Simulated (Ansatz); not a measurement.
# Cu/BN/Zn: conductance against the thickness of the layer, part 7 of 7

Wanted: T(E), the conductance and its decay constant for Cu/BN/Zn. The lower electrode is Cu fcc(111), the upper one Zn hcp(0001); the barrier is BN zinc blende(111) (whole bilayers). In the first transport cell, after relaxation, the nearest pair of electrode and barrier is Cu–N at 2.00 Å, along the normal, at the lower face and Zn–B at 2.70 Å, at a slant, too long for a bond, at the upper one. A gap without bonds adds to the barrier. All share a net of side 2.567 Å, which strains the lower electrode by +0.0 %, the upper one by -3.5 % and the barrier by +0.0 %, against typed lattice constants near PBE's. The first steps treat the bulk electrodes alone.

Ansatz 0.2.0; PBE DFT, plane waves, PAW files (the session's first sound run).

So far, transmission at the Fermi level (a spin, zone mean): step 5 (the open system: T(E)) 0.0102; step 6 (conductance, atomic planes in the barrier 4, gap between the electrodes 6.81 Å) 0.103; step 7 (conductance, atomic planes in the barrier 6, gap between the electrodes 8.92 Å) 0.0316; step 8 (conductance on a fine mesh, 27 atoms) 0.01000; step 10 (conductance on a fine mesh, atomic planes in the barrier 12, gap between the …) 9.8e-4.

## Step 13: A check of the settings, 27 atoms

This step: PBE DFT, plane waves, PAW files; ballistic transmission by layer matching between semi-infinite leads; changed: scf.occupations.method = "methfessel_paxton", scf.occupations.width = 0.3, scf.n_extra_bands = 8 (Ansatz 0.2.0).

System of this step: Cu/BN/Zn. The cell holds 27 atoms: 8 Cu, 4 N, 4 B and 11 Zn. Its edges and angles: a = 2.567 Å, b = 2.567 Å, c = 65.617 Å, α = 90.0°, β = 90.0°, γ = 120.0°. Regions: left electrode, 8 atoms (8 Cu); barrier, 8 atoms (4 N and 4 B); right electrode, 11 atoms (11 Zn). Vacuum lies along c.

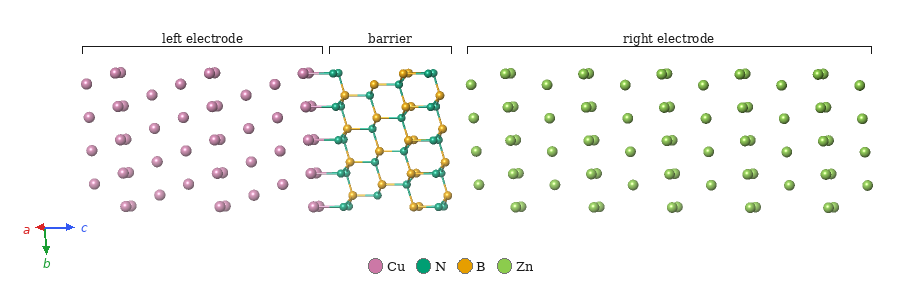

The cell of this step (copper pink, nitrogen teal, boron orange, zinc green). 1×4×1 cells are drawn. Some periodic images of atoms are drawn too.

This run repeats an earlier one, its twin (the spectrum run, 8 atomic planes between the electrodes), with three settings changed (scf.occupations.method, scf.occupations.width, scf.n_extra_bands; files written aside). It is meant to test how much rests on the smearing and whether the numerical route changes the result or only the time. Where the input is shown as a difference, that is against the step before, not the twin.

Contents of input.yaml:

```yaml
crystal:
  lattice:
    - [2.567, 0.0, 0.0]
    - [-1.2835, 2.2230872115, 0.0]
    - [0.0, 0.0, 65.6166489675]
  atoms:
    - { symbol: Cu, position: [0.66666667, 0.33333333, 0.1066802421] }
    - { symbol: Cu, position: [0.0, 0.0, 0.1386024413] }
    - { symbol: Cu, position: [0.33333333, 0.66666667, 0.1705246405] }
    - { symbol: Cu, position: [0.66666667, 0.33333333, 0.2024468396] }
    - { symbol: Cu, position: [0.0, 0.0, 0.2343690388] }
    - { symbol: Cu, position: [0.33333333, 0.66666667, 0.2662912379] }
    - { symbol: Cu, position: [0.66666667, 0.33333333, 0.2982134371] }
    - { symbol: Cu, position: [0.0, 0.0, 0.3297232013] }
    - { symbol: "N", position: [0.0, 0.0, 0.360196608] }
    - { symbol: B, position: [0.33333333, 0.66666667, 0.3667753576] }
    - { symbol: "N", position: [0.33333333, 0.66666667, 0.392148971] }
    - { symbol: B, position: [0.66666667, 0.33333333, 0.3993012918] }
    - { symbol: "N", position: [0.66666667, 0.33333333, 0.4243647849] }
    - { symbol: B, position: [0.0, 0.0, 0.4315221851] }
    - { symbol: "N", position: [0.0, 0.0, 0.4568518511] }
    - { symbol: B, position: [0.33333333, 0.66666667, 0.4634983277] }
    - { symbol: Zn, position: [0.66666667, 0.33333333, 0.4978869242] }
    - { symbol: Zn, position: [0.0, 0.0, 0.5353911694] }
    - { symbol: Zn, position: [0.66666667, 0.33333333, 0.5751610126] }
    - { symbol: Zn, position: [0.0, 0.0, 0.6149308557] }
    - { symbol: Zn, position: [0.66666667, 0.33333333, 0.6547006989] }
    - { symbol: Zn, position: [0.0, 0.0, 0.6944705421] }
    - { symbol: Zn, position: [0.66666667, 0.33333333, 0.7342403852] }
    - { symbol: Zn, position: [0.0, 0.0, 0.7740102284] }
    - { symbol: Zn, position: [0.66666667, 0.33333333, 0.8137800715] }
    - { symbol: Zn, position: [0.0, 0.0, 0.8535499147] }
    - { symbol: Zn, position: [0.66666667, 0.33333333, 0.8933197579] }
kpoints:
  mp_grid: { grid: [12, 12, 1] }
scf:
  occupations: { method: methfessel_paxton, width: 0.3 }
  max_iter: 150
  n_extra_bands: 8
hamiltonian:
  xc: pbe
output:
  transmission:
    kmesh: [18, 18]
    e_range: [-2.5, 2.5]
    de: 0.1
    leads: [[3, 4], [21, 23]]
  dos: { projected: true, e_range: [-6, 5], de: 0.05 }
  write_potential: true
  write_density: true
  volumetric_format: npy
```

On the command line:

```bash
$ ansatz run input.yaml --threads 4 --pin off --max-ram 18432MiB --backend cpu --events-out ev --progress --plain --runs-dir out
```

Numbers of over 12 decimals in the logs are rounded to 6 here.

The log of the run:

```text
[...]
Crystal: 27 atoms, lattice volume = 374.452 Å³
Basis set: ecut = 420 eV, 7473 PW (Γ)
Bands: 166, of which v1, the nominal top of the filled ones, is band 158 counted from 1 (157 counted from 0)
Symmetry: 6 space group operations
[...]
k-points: 19 of 144 (time reversal used)
[...]
SCF iter   1: F=—  HF=-91676.979526 eV  |F-HF|=—  |Δ(HF+E_count)|=         —  Δρ=8.37e-3  dr2=1.11e1  ethr=1.77e-3  ⟨swp⟩=6.1  Hψ=13024  notcnv=0
[...]
SCF iter  12: F=-91676.757804 eV  HF=-91676.757804 eV  |F-HF|=6.76e-8  |Δ(HF+E_count)|=   2.08e-8  S|Δr|=    0.00e0  Δρ=2.93e-6  dr2=7.75e-8  ethr=3.16e-11  ⟨swp⟩=6.8  Hψ=16451  notcnv=0
SCF 1 converged in 12 iterations: F = -91676.757804 eV  dr2 = 7.75e-8
[...]
transmission: 207 of 2035 steps passed
transmission: 407 of 2035 steps passed
[...]
transmission: 2035 of 2035 steps passed
[...]
SCF converged after 12 iterations
Stability not checked: this state was not tested for a lower state beside it, because cold or Methfessel-Paxton smearing, or corrected tetrahedra, fill the levels in a way that the test cannot read (fill_not_monotonic; see scf.lower_state_search)
Free energy (F): -91676.757804 eV
[...]
Internal energy: -91676.772376 eV  (E = F + TS)
E sigma→0 (E₀):  -91676.761447 eV
Entropy (-TS):   0.014572 eV (0.540 meV/atom)
Fermi energy:    9.916088 eV
[...]
--- Band table (eV; the first three rows and the last of 19) ---
  k-point 0: bands = [... 154 lower, 8.1954, 8.1954, 8.2932, 8.2932, 8.3450, 8.3450, 8.4314, 8.7642, ... 4 higher]
  k-point 1: bands = [... 154 lower, 8.0690, 8.1775, 8.2794, 8.2835, 8.3482, 8.6027, 8.7847, 8.8942, ... 4 higher]
  k-point 2: bands = [... 154 lower, 8.1385, 8.2235, 8.2680, 8.3570, 8.4637, 8.6648, 8.7117, 9.2284, ... 4 higher]
  k-point 18: bands = [... 154 lower, 11.1757, 11.3148, 11.3859, 11.4244, 11.7805, 11.8264, 12.2960, 12.6147, ... 4 higher]
--- Transmission ---
  basis      : 55 plane waves across, 55 finite elements along
  points     : 37, standing for a mesh of 18 x 18
[...]
channels       : 8.055556e-1 a spin
[...]
slowest decay  : 0.0931 /Å at (0.4444, 0.1111)
[...]
channels       : 5.401235e-1 a spin
[...]
slowest decay  : 0.0567 /Å at (0.3889, 0.2222)
  junction   : crystal 0 to crystal 1, 13.63 to 43.57 Å
    transmission   : 1.099976e-2 a spin
[...]
```

Elapsed: 2.7 min, on 4 threads of Arm Neoverse V1, shared host; peak memory 2.4 GiB; 11 min of CPU time.

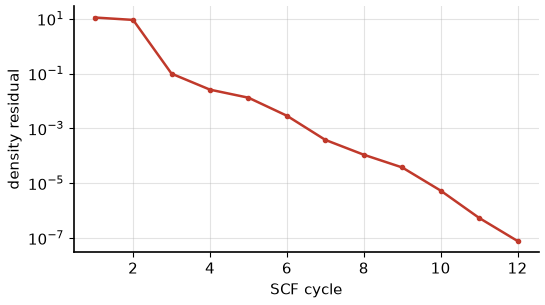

Residual by cycle in this run.

The run finished with changed settings (scf.occupations.method = "methfessel_paxton", scf.occupations.width = 0.3 and scf.n_extra_bands = 8); it serves as a test.

The transmission at the Fermi level, both spins, is 0.0220 against 0.0204 in the twin: a change of +8 %.

Side by side:

```csv
quantity,this run,sound run,difference
free energy (eV),-91676.76,-91676.85,0.0888
Fermi energy (eV),9.9161,9.9198,-0.00368
"transmission at the Fermi level (a spin, zone mean)",0.011000,0.010218,7.8e-4
potential step in the lower lead (meV),31.5,25.2,6.30
potential step in the upper lead (meV),59.2,42.5,16.7
```

The two runs differ clearly in the potential step in the upper lead: 59.2 meV against 42.5 meV.

## Step 14: A repeat with changed settings, 23 atoms

This step: PBE DFT, plane waves, PAW files; ballistic transmission by layer matching between semi-infinite leads; changed: hamiltonian.dispersion = "d3bj", scf.eigensolver.kind = "davidson" (Ansatz 0.2.0).

System of this step: Cu/BN/Zn. The cell holds 23 atoms: 8 Cu, 2 N, 2 B and 11 Zn. Its edges and angles: a = 2.567 Å, b = 2.567 Å, c = 61.388 Å, α = 90.0°, β = 90.0°, γ = 120.0°. Regions: left electrode, 8 atoms (8 Cu); barrier, 4 atoms (2 N and 2 B); right electrode, 11 atoms (11 Zn). Vacuum lies along c.

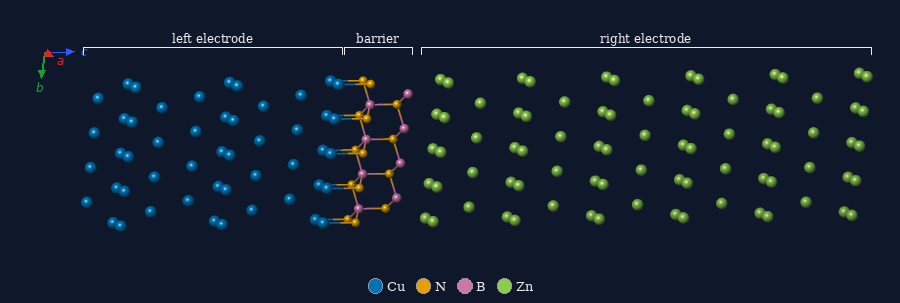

The cell of this step (copper blue, nitrogen orange, boron pink, zinc green). 1×4×1 cells are drawn. Some periodic images of atoms are drawn too.

This run repeats an earlier one, its twin (the conductance run, 4 atomic planes between the electrodes), with two settings changed (scf.eigensolver.kind, hamiltonian.dispersion; files written aside). It is meant to test whether the numerical route changes the result or only the time and that a pairwise dispersion term, which adds to the energy and not to the potential, leaves the transmission of fixed atoms as it is. Where the input is shown as a difference, that is against the step before, not the twin.

Contents of input.yaml:

```yaml
crystal:
  lattice:
    - [2.567, 0.0, 0.0]
    - [-1.2835, 2.2230872115, 0.0]
    - [0.0, 0.0, 61.3881948764]
  atoms:
    - { symbol: Cu, position: [0.66666667, 0.33333333, 0.1140284384] }
    - { symbol: Cu, position: [0.0, 0.0, 0.148149457] }
    - { symbol: Cu, position: [0.33333333, 0.66666667, 0.1822704755] }
    - { symbol: Cu, position: [0.66666667, 0.33333333, 0.2163914941] }
    - { symbol: Cu, position: [0.0, 0.0, 0.2505125126] }
    - { symbol: Cu, position: [0.33333333, 0.66666667, 0.2846335312] }
    - { symbol: Cu, position: [0.66666667, 0.33333333, 0.3187545498] }
    - { symbol: Cu, position: [0.0, 0.0, 0.3524347246] }
    - { symbol: "N", position: [0.0, 0.0, 0.3850071571] }
    - { symbol: B, position: [0.33333333, 0.66666667, 0.3920390547] }
    - { symbol: "N", position: [0.33333333, 0.66666667, 0.4191604172] }
    - { symbol: B, position: [0.66666667, 0.33333333, 0.4265437846] }
    - { symbol: Zn, position: [0.0, 0.0, 0.4633010874] }
    - { symbol: Zn, position: [0.33333333, 0.66666667, 0.5033886466] }
    - { symbol: Zn, position: [0.0, 0.0, 0.5458978593] }
    - { symbol: Zn, position: [0.33333333, 0.66666667, 0.5884070721] }
    - { symbol: Zn, position: [0.0, 0.0, 0.6309162849] }
    - { symbol: Zn, position: [0.33333333, 0.66666667, 0.6734254977] }
    - { symbol: Zn, position: [0.0, 0.0, 0.7159347105] }
    - { symbol: Zn, position: [0.33333333, 0.66666667, 0.7584439232] }
    - { symbol: Zn, position: [0.0, 0.0, 0.800953136] }
    - { symbol: Zn, position: [0.33333333, 0.66666667, 0.8434623488] }
    - { symbol: Zn, position: [0.0, 0.0, 0.8859715616] }
kpoints:
  mp_grid: { grid: [12, 12, 1] }
scf:
  occupations: { method: fermi_dirac, width: 0.1 }
  max_iter: 150
  eigensolver: { kind: davidson }
hamiltonian:
  xc: pbe
  dispersion: d3bj
output:
  transmission:
    kmesh: [36, 36]
    e_range: [-0.26, 0.27]
    de: 0.0375
    leads: [[3, 4], [17, 19]]
```

The log of the run:

```text
[...]
Crystal: 23 atoms, lattice volume = 350.322 Å³
Basis set: ecut = 420 eV, 7015 PW (Γ)
Bands: 180, of which v1, the nominal top of the filled ones, is band 150 counted from 1 (149 counted from 0)
Symmetry: 6 space group operations
[...]
k-points: 19 of 144 (time reversal used)
[...]
SCF iter   1: F=—  HF=-90602.137835 eV  |F-HF|=—  |Δ(HF+E_count)|=         —  Δρ=7.29e-3  dr2=1.73e1  ethr=1.77e-3  ⟨swp⟩=14.9  Hψ=18050  notcnv=0  reapply=8
[...]
SCF iter  13: F=-90601.997810 eV  HF=-90601.997810 eV  |F-HF|=1.97e-8  |Δ(HF+E_count)|=  1.75e-10  Δρ=1.46e-6  dr2=2.36e-8  ethr=4.07e-11  ⟨swp⟩=3.3  Hψ=6484  notcnv=0
SCF 1 converged in 13 iterations: F = -90601.997810 eV  dr2 = 2.36e-8
[...]
transmission: 526 of 5207 steps passed
transmission: 1043 of 5207 steps passed
[...]
transmission: 5207 of 5207 steps passed
SCF converged after 13 iterations
Free energy (F): -90601.997810 eV
[...]
Internal energy: -90601.830196 eV  (E = F + TS)
E sigma→0 (E₀):  -90601.914003 eV
Entropy (-TS):   -0.167615 eV (-7.288 meV/atom)
Fermi energy:    9.782477 eV
[...]
--- Band table (eV; the first three rows and the last of 19) ---
  k-point 0: bands = [... 146 lower, 7.9606, 7.9606, 8.0798, 8.1022, 8.1022, 8.1943, 8.1943, 8.5013, ... 26 higher]
  k-point 1: bands = [... 146 lower, 7.8704, 7.9534, 7.9747, 8.0993, 8.1717, 8.1975, 8.3981, 8.4027, ... 26 higher]
  k-point 2: bands = [... 146 lower, 7.9374, 8.0234, 8.0877, 8.2023, 8.2696, 8.2777, 8.4530, 8.9655, ... 26 higher]
  k-point 18: bands = [... 146 lower, 11.0445, 11.1913, 11.2445, 11.2958, 11.6441, 11.6988, 12.1697, 12.5094, ... 26 higher]
--- Transmission ---
  basis      : 55 plane waves across, 41 finite elements along
  points     : 127, standing for a mesh of 36 x 36
[...]
filled         : 21.4 meV under the level at which it is neutral
    channels       : 7.939815e-1 a spin
[...]
slowest decay  : 0.0753 /Å at (0.4444, 0.1111)
[...]
filled         : 29.3 meV over the level at which it is neutral
    channels       : 5.979938e-1 a spin
[...]
slowest decay  : 0.0129 /Å at (0.2500, 0.1111)
  junction   : crystal 0 to crystal 1, 13.63 to 38.12 Å
    transmission   : 1.025031e-1 a spin
[...]
resistance     : 6.0107e-3 Ω µm² beyond half of each lead's own
```

The job ended after 3 min (4 threads; peak memory 2 GiB).

This step gave:

* free energy: -90601.9978 eV
* Fermi energy: 9.782 eV
* transmission at the Fermi level (a spin, zone mean): 0.1025
* potential step in the lower lead: 23.7 meV
* ballistic conductance of the lower lead: 1.08e15 S/m²
* potential step in the upper lead: 35.8 meV
* ballistic conductance of the upper lead: 8.16e14 S/m²
* junction conductance: 1.41e14 S/m²
* error estimates by source, in the log's order: 0.1, 0, 4.8, 11.3, 2.3 %
* resistance-area product beyond the leads: 0.006011 Ω um²

One spin. The transmission, zone mean by energy, zero at the Fermi level:

```csv
energy (eV),"transmission, zone mean"
-0.260,0.121
-0.223,0.125
-0.185,0.117
-0.147,0.111
-0.110,0.112
-0.072,0.113
-0.035,0.106
0.003,0.103
0.040,0.102
0.077,0.0970
0.115,0.0920
0.152,0.0881
0.190,0.0860
0.228,0.0826
0.265,0.0791
```

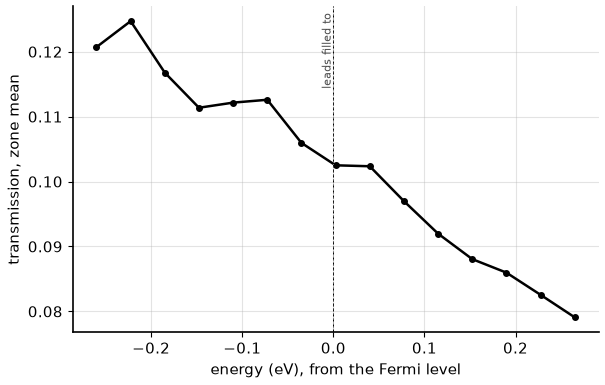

Transmission, zone mean, plotted against energy.

One spin. Table of open channels, zone mean by energy, zero at the Fermi level:

```csv
energy (eV),lower lead,upper lead
-0.260,0.780,0.603
-0.223,0.780,0.603
-0.185,0.780,0.584
-0.147,0.780,0.589
-0.110,0.785,0.589
-0.072,0.785,0.598
-0.035,0.785,0.598
0.003,0.794,0.598
0.040,0.799,0.607
0.077,0.803,0.617
0.115,0.822,0.612
0.152,0.822,0.603
0.190,0.822,0.593
0.228,0.822,0.593
0.265,0.822,0.566
```

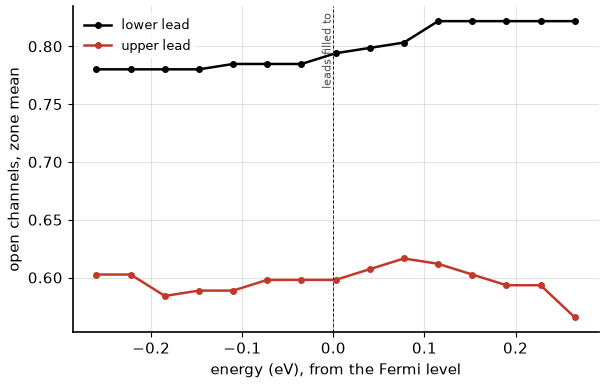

Open channels, zone mean, plotted against energy.

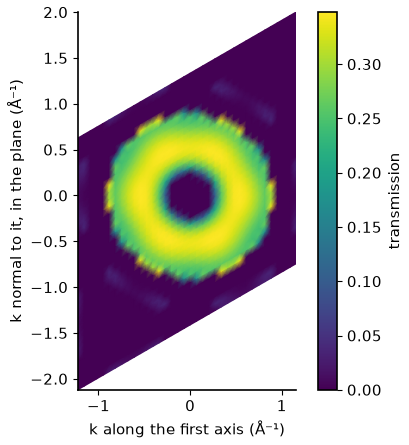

Transmission over k1 and k2. At 0.0025 eV from the Fermi level.

The conductance is 1.4e14 S/m² against 1.4e14 S/m² in the twin: no change within 1 %.

## Step 15: Summary of results

| Item | Value |
| --- | --- |
| 1/G at 6.81 Å gap | 0.00709 Ω um² |
| 1/G at 15.3 Å gap | 0.741 Ω um² |
| decay constant β | 0.55 Å⁻¹ |

What this shows: A fit of ln G against d gives β = 0.55 Å⁻¹, and step by step the slopes are 0.56, 0.54, 0.55 and 0.55 Å⁻¹. They agree within a fifth, so G falls as one exponential, by a factor of ten every 4.2 Å. At the Fermi level the layers of the barrier in the wide-window run (8 planes) hold from 0.0076 to 0.16 states an eV and atom. A semilocal functional narrows gaps, which tends to make the decay too slow. The program's largest error estimate on these conductances is 25 %, from the leads' potential steps, in the run that gave 1.3e12 S/m². In 5 of these 5 runs a lead's potential steps by more than 25 meV, which the program flags as too much. No spin-orbit coupling, phonons, disorder or image charges enter; the interfaces are ordered, one cell wide and lattice-matched by strain. Semilocal gaps are too small, which can bring a band edge of the barrier nearer to the Fermi level than it is.

[Logs are printed without paths, hosts, clocks, repeated set-up lines and the standing remarks that a program may print on its own settings, such as how far it seeks lower states.]

[Hosts, paths, dates, database ids (printed as entryN), source tags and the programs' standing remarks are cut or masked in the printed files.]
